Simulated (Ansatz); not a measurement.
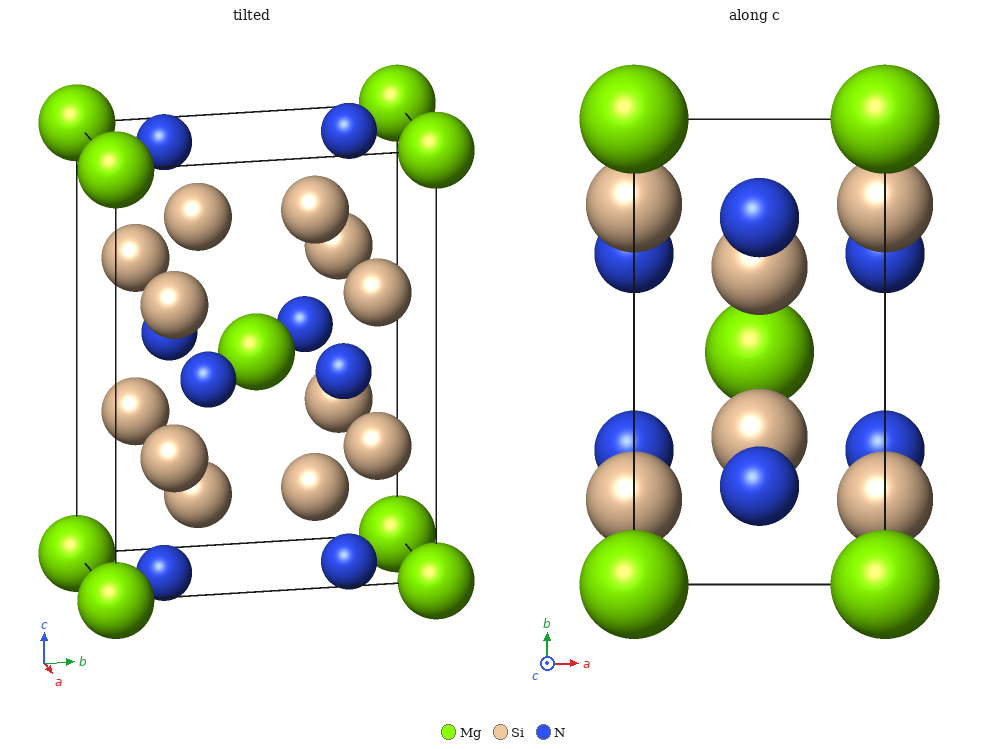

An orthographic spheres-only view of the structure, slightly off an axis and along the c axis. Lines trace the edges of the conventional unit cell. Cell: a = 3.56 Å, b = 6.60 Å, c = 8.99 Å, α = 90.00°, β = 90.00°, γ = 90.00°.

Starting structure: a structure type filled with these elements by a generator (whether the compound takes this form wasn't checked). Earlier steps of the study may have refined or changed the cell and positions. Ansatz was used for an electronic-structure calculation on it.

### State composition, symmetry and coordination.

The solid is MgSi4N2. It takes space group Immm (No. 71) on a body-centred orthorhombic lattice. One cell contains 2 Mg, 8 Si, 4 N, 14 atoms in all. The Mg atoms are each bonded to twelve Si and four N (about 3.2 Å to Si, 2.3 Å to N). Each Si has three Mg, three Si and one N (about 3.2 Å to Mg, 2.4 Å to Si, 1.7 Å to N). The coordination shell of N holds two Mg and two Si in a distorted tetrahedral arrangement (about 2.3 Å to Mg, 1.7 Å to Si).

Theory: DFT PBE, scalar-relativistic, plane waves, PAW (Ansatz 0.2.0). Numerical settings: E_cut = 420 eV, k-points about 0.17 Å⁻¹ apart, Gaussian smearing of 0.1 eV, no spin polarisation.

### What is the band gap, if any?

A metal: bands cross the Fermi level.

### List the Bader charges.

Mg +1.68 e; Si +0.71 e; N -2.25 e.

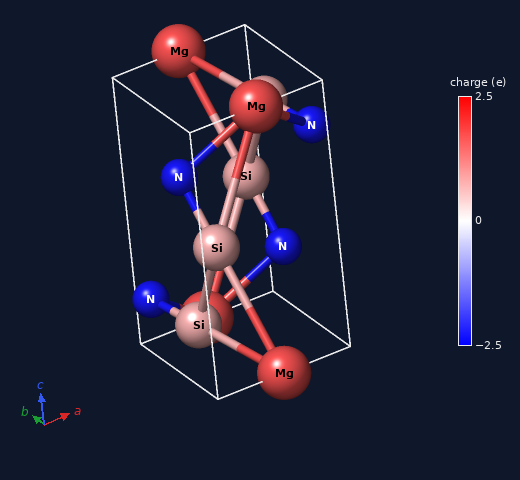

The atoms coloured by those charges. The run's cell of 7 atoms is drawn in a reduced setting, so axes and origin can differ from the first picture.

### Can this geometry be taken as optimised?

Yes. All forces vanish to within 0.01 eV/Å. The pressure is 0.0 GPa, close to zero.
